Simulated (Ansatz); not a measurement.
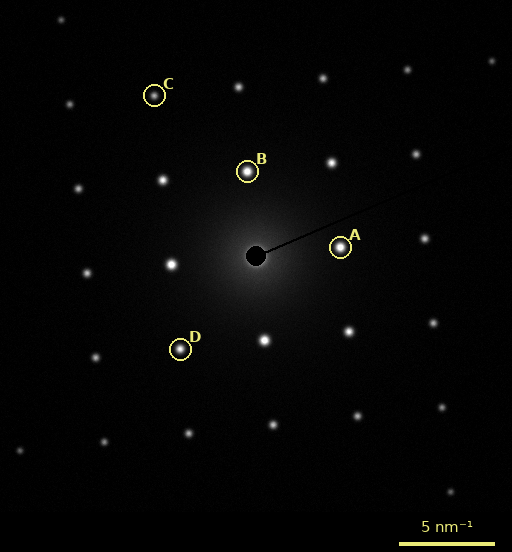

Computed electron diffraction pattern, 200 kV, single scattering only, B = 0.5 Å². The zone axis points towards the electron source and the pattern is seen from the source side.

Crystal: Mo, space group Im-3m (No. 229), a = 3.160 Å. Structure: the input geometry of an electronic-structure calculation (not necessarily at equilibrium).

Spot A is indexed -1 -1 0 and spot B 1 -1 0.

Q: What are the indices of the remaining marked spots?

A: C = −A + 2B = 3 -1 0 (d = 0.999 Å). D = −A − B = 0 2 0 (d = 1.580 Å).

Q: Which zone axis is this?

A: The cross product of A and B is parallel to [001]; every spot obeys hu + kv + lw = 0.

Q: What are the spacings of A and B and the angle between them?

A: d(A) = 2.235 Å, d(B) = 2.235 Å, and the angle is 90.0°.
